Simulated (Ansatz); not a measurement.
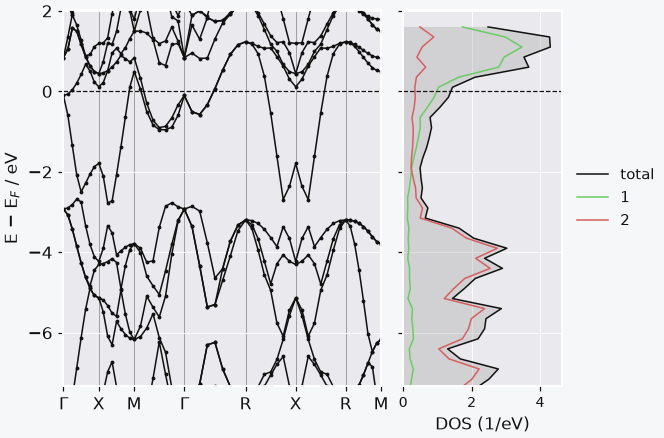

Band structure and density of states. Energies are counted from the Fermi level. The path runs straight from each named point to the next. The partial curves are projected on Löwdin-orthogonalised atomic shells.

System: ZrB6, space group Pm-3m (No. 221), 7 atoms in the cell.

Method: DFT with r2SCAN, PAW plane waves, no spin polarisation, 9×9×9 k mesh, 500 eV cutoff, Fermi-Dirac smearing of 0.1 eV (Ansatz).

Assign each number in the legend. The candidates: B 2p, Zr 4d.

1 is Zr 4d; 2 is B 2p.

Is there a gap at the Fermi level?

A metal: 2 bands cross the Fermi level along this path.

The structure was built from a prototype or by substitution, so it need not be a known phase. The atoms aren't at rest in this cell (largest force 0.5 eV/Å), so the relaxed material can differ. The cell is at 43 GPa in this functional.
